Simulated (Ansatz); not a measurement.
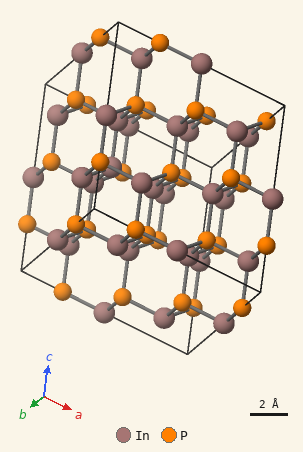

A defect cell of composition In$_{17}$P$_{15}$ (coarse preliminary run), before the relaxation. The picture is a ball-and-stick view of the cell of the calculation (origin shifted), seen from a free direction.

Case: In on a P site (d), charge +0, atoms relaxed at the host's cell.

These are results of Ansatz 0.2.0, DFT PBE, scalar-relativistic, plane waves, PAW, not measurements.

Input
```yaml
crystal:
  lattice:
    - [-5.9597880289, 5.9597880289, 5.9597880289]
    - [5.9597880289, -5.9597880289, 5.9597880289]
    - [5.9597880289, 5.9597880289, -5.9597880289]
  atoms:
    - { symbol: In, position: [0.5, 0.5, 0.0] }
    - { symbol: In, position: [0.5, 0.75, 0.75] }
    - { symbol: In, position: [0.5, 0.0, 0.5] }
    - { symbol: In, position: [0.75, 0.25, 0.0] }
    - { symbol: In, position: [0.5, 0.25, 0.25] }
    - { symbol: In, position: [0.75, 0.5, 0.75] }
    - { symbol: In, position: [0.75, 0.75, 0.5] }
    - { symbol: In, position: [0.0, 0.0, 0.0] }
    - { symbol: In, position: [0.75, 0.0, 0.25] }
    - { symbol: In, position: [0.0, 0.25, 0.75] }
    - { symbol: In, position: [0.0, 0.5, 0.5] }
    - { symbol: In, position: [0.25, 0.75, 0.0] }
    - { symbol: In, position: [0.0, 0.75, 0.25] }
    - { symbol: In, position: [0.25, 0.0, 0.75] }
    - { symbol: In, position: [0.25, 0.25, 0.5] }
    - { symbol: In, position: [0.25, 0.5, 0.25] }
    - { symbol: In, position: [0.25, 0.5, 0.0] }
    - { symbol: P, position: [0.25, 0.75, 0.75] }
    - { symbol: P, position: [0.25, 0.0, 0.5] }
    - { symbol: P, position: [0.5, 0.25, 0.0] }
    - { symbol: P, position: [0.25, 0.25, 0.25] }
    - { symbol: P, position: [0.5, 0.5, 0.75] }
    - { symbol: P, position: [0.5, 0.75, 0.5] }
    - { symbol: P, position: [0.75, 0.0, 0.0] }
    - { symbol: P, position: [0.5, 0.0, 0.25] }
    - { symbol: P, position: [0.75, 0.25, 0.75] }
    - { symbol: P, position: [0.75, 0.5, 0.5] }
    - { symbol: P, position: [0.0, 0.75, 0.0] }
    - { symbol: P, position: [0.75, 0.75, 0.25] }
    - { symbol: P, position: [0.0, 0.0, 0.75] }
    - { symbol: P, position: [0.0, 0.25, 0.5] }
    - { symbol: P, position: [0.0, 0.5, 0.25] }
  host:
    lattice:
      - [0.0, 2.9798940145, 2.9798940145]
      - [2.9798940145, 0.0, 2.9798940145]
      - [2.9798940145, 2.9798940145, 0.0]
    atoms:
      - { symbol: In, position: [0.0, 0.0, 0.0] }
      - { symbol: P, position: [0.25, 0.25, 0.25] }
basis:
  ecutwfc: 420
  xc_grid: 2
kpoints:
  mp_grid: { grid: [1, 1, 1], shift: [0.0, 0.0, 0.0] }
hamiltonian:
  xc: pbe
scf:
  occupations: { method: gaussian, width: 0.02 }
output:
  forces: true
  stress: false
  eigenvalues: true
  charged_corrections:
    defect_position: [0.25, 0.5, 0.0]
    epsilon: [[15.0794, 0.0, 0.0], [0.0, 15.0794, 0.0], [0.0, 0.0, 15.0794]]
relax:
  adjacent_minimum: "off"
  f_tol: 0.025
  max_steps: 45
```

Run as
```bash
ansatz run input.yaml --threads 4 --pin off --max-ram 8192MiB --backend cpu --events-out ev --progress --plain --runs-dir out
```

**Predict the outcome.**

The largest moves, 0.32 Å, are those of In1, In10, In12 and In16. In1 goes along +a. Largest moves by element: In 0.32 Å, P 0.05 Å. The cell stays as it was. Some distances before and after: In10–In17 2.581 → 2.902 Å, In10–P26 2.581 → 2.543 Å, In11–P18 2.581 → 2.562 Å, In11–P27 2.581 → 2.571 Å. Among the angles between lasting bonds that change: In9–P31–In10 109.5° → 101.8°, In17–In16–P21 109.5° → 102.8°, P21–In16–P23 109.5° → 115.3°. Over 3 accepted moves (4 points after the start) the energy falls by 0.648 eV per cell of the calculation. The largest force component goes from 0.76 to 0.012 eV/Å. The line search rejected the trial step at point 3 of the run.

After the run, drawn alike:

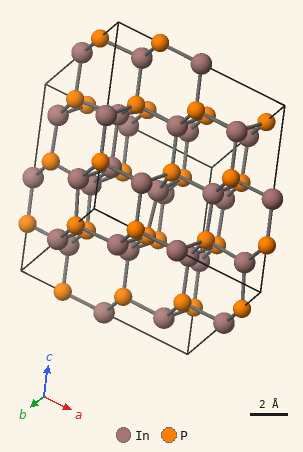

Limits of the set-up: the k-point mesh is coarse for a cell with partly filled bands.
